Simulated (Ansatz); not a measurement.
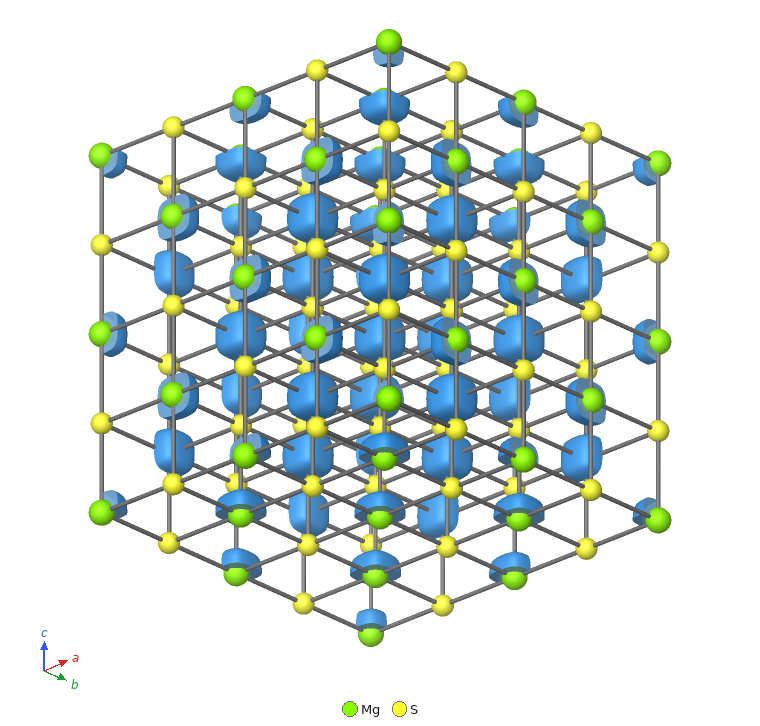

Bond-valence mismatch map for Mg2+ in MgS in space group Fm-3m: the blue surface encloses the points where |V − 2| < 0.7 v.u. (2×2×2 cells, view from a free direction). Pale faces close the region where the drawn box cuts it.

At each point the valence sum V of a Mg2+ ion is computed from the anions within 5 Å (s = exp((R0 − d)/b), R0 fitted to published crystal structures with b = 0.37 Å; R0: Mg2+–S 2.186 Å). The other Mg2+ ions are ignored. This is an empirical screen for pathways, not an energy calculation.

The cell is taken from the input geometry of an electronic-structure calculation (not necessarily at equilibrium).

```xyz
8
Lattice="5.2298 0.0000 0.0000 0.0000 5.2298 0.0000 0.0000 0.0000 5.2298" Properties=species:S:1:pos:R:3 pbc="T T T"
Mg    0.0000    0.0000    0.0000
S     0.0000    0.0000    2.6149
Mg    0.0000    2.6149    2.6149
S     0.0000    2.6149    0.0000
Mg    2.6149    0.0000    2.6149
S     2.6149    0.0000    0.0000
Mg    2.6149    2.6149    0.0000
S     2.6149    2.6149    2.6149
```

### What pathways for Mg2+ does the map suggest at this level (counting the regions that come within 0.6 Å of a Mg site)?

No path at this level: the regions are isolated pockets that do not connect across cells.

### At which mismatch do paths open?

No path opens below 1.4 v.u. These are grid estimates, good to about 0.1 v.u.

### What is the valence sum at the Mg sites themselves?

1.90 v.u., against the formal 2.
